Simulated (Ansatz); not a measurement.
## Run report: CuO2, single-point calculation (part 1 of 2)

- system: CuO2 (Cmcm, 6 atoms in the cell)
- method: DFT PBEsol, scalar-relativistic, plane waves, PAW, spin-polarised (Ansatz 0.2.0)

The structure derives from a Materials Project entry. Figures and captions count atoms from 1; the log counts them from 0 in places.

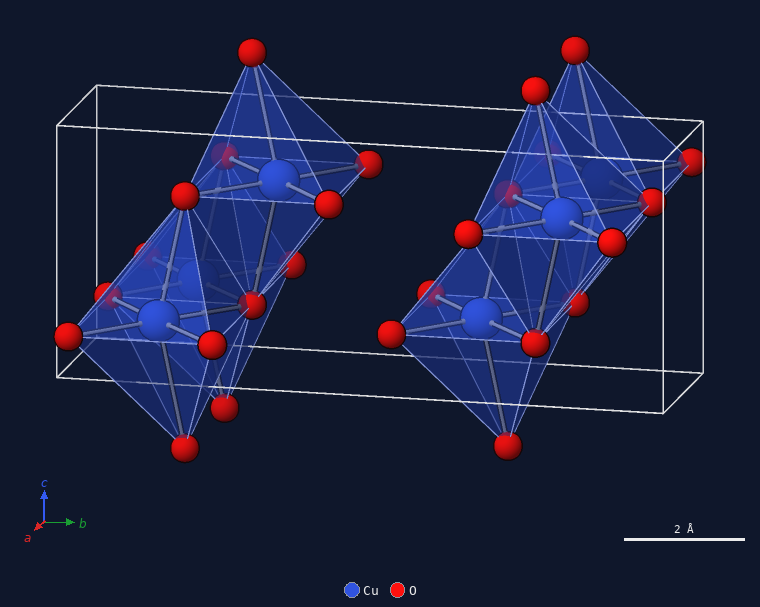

**Figure 1.** The structure (polyhedral view of the cell 2 times as large as that of the calculation, set on its symmetry axes, seen slightly off an axis; polyhedra are completed across the faces of the cell). An atom can appear more than once, as a periodic image.

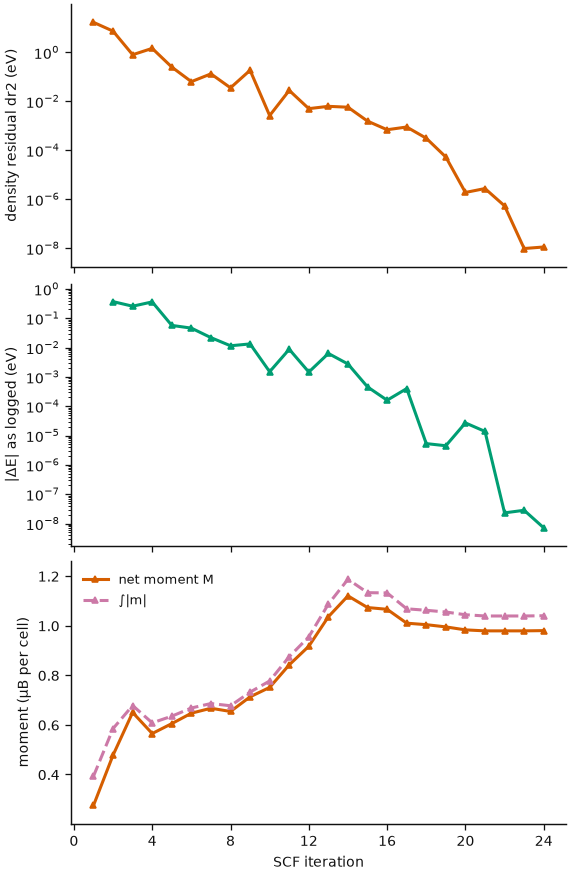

**Figure 2.** Convergence of the self-consistent field: density residual dr2, size of the energy change and magnetic moment against the SCF iteration. The residual falls unevenly and jumps up by a factor of two or more 3 times on the way down. The net moment goes from 0.3 to 1.0 μB per cell.

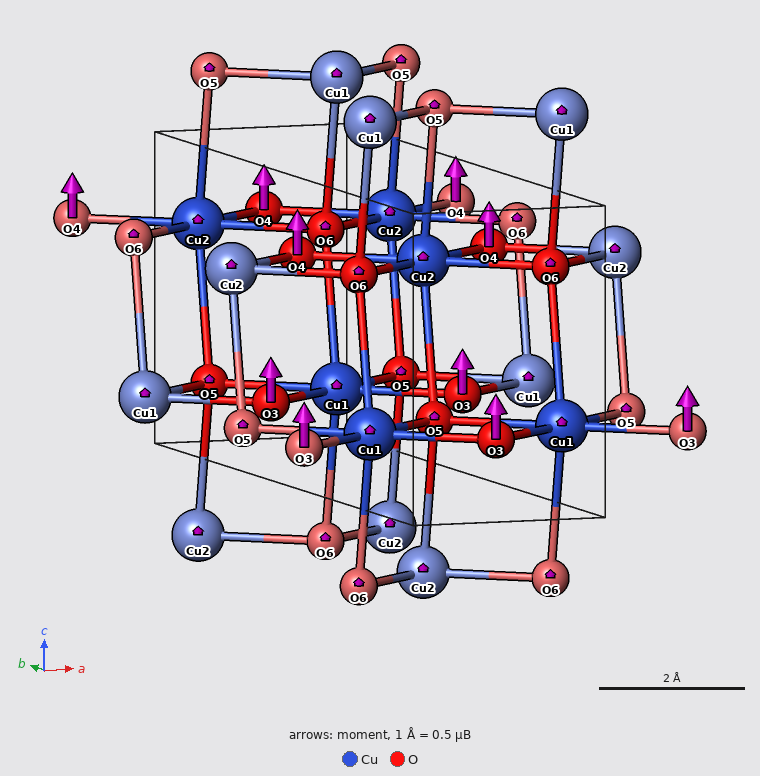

**Figure 3.** Magnetic moments of the sites as pink arrows (ball-and-stick view of the cell 2 times as large as that of the calculation, set on its symmetry axes, seen slightly off an axis; neighbours outside the cell are drawn fainter; atoms are numbered from 1 in the order of the input); small moments hardly show. The run is collinear, so the axis drawn is arbitrary. Site moments: O3, O4 (0.32 μB); Cu1, Cu2 (0.07 μB); O5, O6 (0.06 μB). They are counted near the atoms and needn't add up to the moment of the cell.

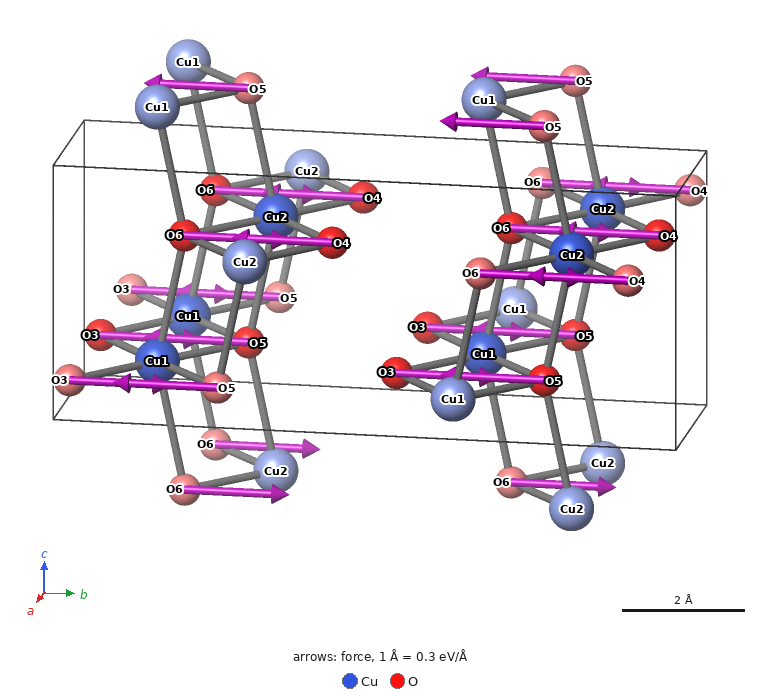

**Figure 4.** Forces on the atoms as pink arrows (ball-and-stick view of the cell 2 times as large as that of the calculation, set on its symmetry axes, seen at an oblique angle; neighbours outside the cell are drawn fainter; atoms are numbered from 1 in the order of the input); the smallest are left out. The largest act on O5, O6 (0.53 eV/Å); O3, O4 (0.51 eV/Å). The geometry is not a stationary point of this energy.

These pictures come from the run below.

Input file:
```yaml
crystal:
  lattice:
    - [1.412615, -5.210747, 0.0]
    - [1.412615, 5.210747, 0.0]
    - [0.0, 0.0, 4.343424]
  atoms:
    - { symbol: Cu, position: [0.832747, 0.167253, 0.25], spin: 1.0 }
    - { symbol: Cu, position: [0.167253, 0.832747, 0.75], spin: 1.0 }
    - { symbol: O, position: [0.448514, 0.551486, 0.25] }
    - { symbol: O, position: [0.551486, 0.448514, 0.75] }
    - { symbol: O, position: [0.21103, 0.78897, 0.25] }
    - { symbol: O, position: [0.78897, 0.21103, 0.75] }
basis:
  ecutwfc: 420
kpoints:
  mp_grid: { grid: [6, 6, 4] }
hamiltonian:
  xc: pbesol
scf:
  occupations: { method: gaussian, width: 0.1 }
output:
  forces: true
  stress: true
  eigenvalues: true
  populations: true
magnetization:
  spin_polarized: true
```

Run as:
```bash
ansatz run input.yaml --threads 1 --pin off --max-ram 2560MiB --backend cpu --events-out ev --progress --plain --runs-dir out
```

Log:
```
Engine: ansatz 0.2.0, x86_64-unknown-linux-gnu
Pseudopotentials: kind: paw
Pseudopotential: Cu, paw, valence charge 19, recommended cutoff 420 eV (normal), Cu.paw.azcp
Pseudopotential: O, paw, valence charge 6, recommended cutoff 420 eV (normal), O.paw.azcp
Functional definition: PBEsol
  exchange = pbesol_x
  correlation = pbesol_c
Crystal: 6 atoms, lattice volume = 63.942 Å³
Basis set: ecut = 420 eV, 1259 PW (Γ), exchange–correlation on 80×80×60 points (8 copies of the dense FFT grid, shifted against one another)
Bands: 39, of which v1, the nominal top of the filled ones, is band 31 counted from 1 (30 counted from 0)
Symmetry: 8 space group operations
Space group: Cmcm (ITA 63), of the structure as read, at distance tolerance 4.0e-5 Å
Magnetic group: BNS 63.457 (UNI 555), of the structure as read, at distance tolerance 4.0e-5 Å
k-points: 39 of 144
Non-local potential: Cu, projectors of the file, l = 0: 3, l = 1: 2, l = 2: 3, l = 3: 1
Non-local potential: O, projectors of the file, l = 0: 2, l = 1: 2, l = 2: 1
PAW form: soft (Blöchl's): semilocal exchange-correlation on the pseudo side does not see the compensation charge
PAW frozen core: Cu, regenerated for the run's functional, and the local potential with it (the file was generated under x = pbe(κ = 0.804, μ = 0.2195149727645171), c = pbe(β = 0.06672455060314922))
PAW frozen core: O, regenerated for the run's functional, and the local potential with it (the file was generated under x = pbe(κ = 0.804, μ = 0.2195149727645171), c = pbe(β = 0.06672455060314922))
PAW one-centre angular grid: Cu, 590 points (default); XC on 64 Gauss nodes
PAW one-centre angular grid: O, 110 points (default); XC on 64 Gauss nodes
Initial density: superposition of atomic densities (chi_scale 0.1, normalization cell, long waves kept (reshape's long-wave potential 0.24 eV rms))
Starting moments: Σ|m| = 2 μB on 2 of 6 sites
Initial wavefunctions: pseudopotential atomic-orbital guess
Functional: x = pbesol(κ = 0.804, μ = 0.12345679012345678), c = pbesol(β = 0.046)
```
